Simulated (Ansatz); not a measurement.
## Electronic structure of Si in real space

```
Si
1.0
     2.43099    0.00000    0.00000
     0.00000    2.43099    0.00000
     0.00000    0.00000    2.43099
Si
1
Direct
  0.00000 0.00000 0.00000
```

Space group Pm-3m; set up as Si, simple cubic; a generated structure, not necessarily the stable one; changed on purpose from its base cell (volume × 0.92); computed pressure about 12 GPa in this cell.

Computed with DFT, LDA (PW92), plane waves (420 eV) with PAW, scalar-relativistic (Ansatz 0.2.0).

In a PAW calculation such maps are meaningful between the atoms, not at the nuclei.

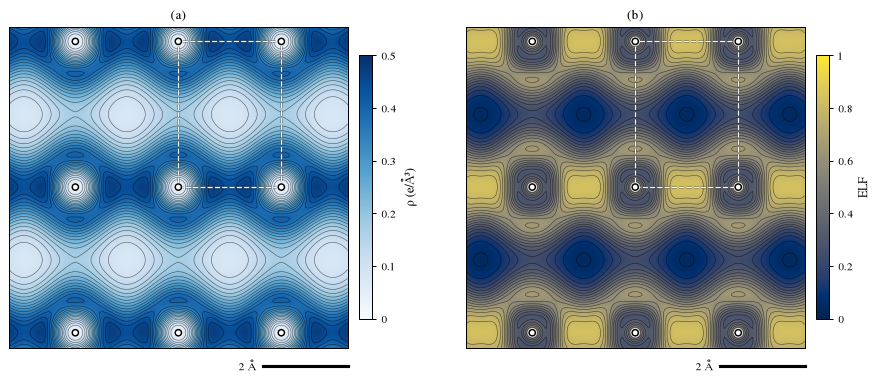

Figure 1. (a) valence electron density; (b) electron localisation function on the (110) plane of the conventional cell. Circles mark the nuclei in the plane (Si).

> What do the fields say about this system?

- The plane passes through Si nuclei.
- Si–Si (2.43 Å): ρ is about 0.44 e/Å³ halfway; the ELF peaks at about 0.85 between the atoms.
- Between the atoms the lowest density in this plane is 0.08 e/Å³.

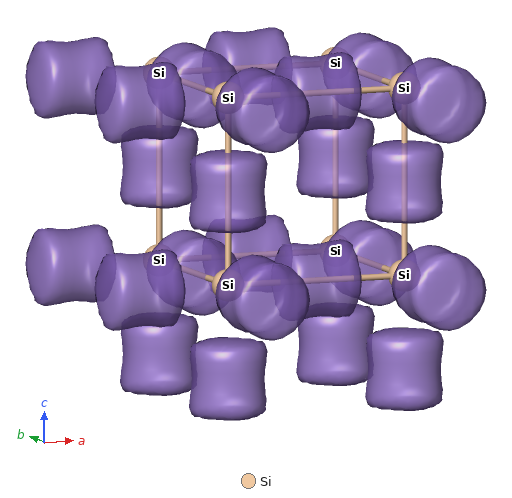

Figure 2. Isosurface of the ELF at 0.7 (purple), seen slightly off an axis. Only the valence region is drawn (cores and ρ < 0.01 e/Å³ removed). Sticks mark near contacts.

> What do the ELF domains correspond to?

At this value the surface marks out three regions between bonded Si–Si atoms, counted in one cell of 1 atoms. Regions shared between cells count once.

> Metal or insulator at this level of theory?

It is metallic or semimetallic at this level of theory: no gap opens.
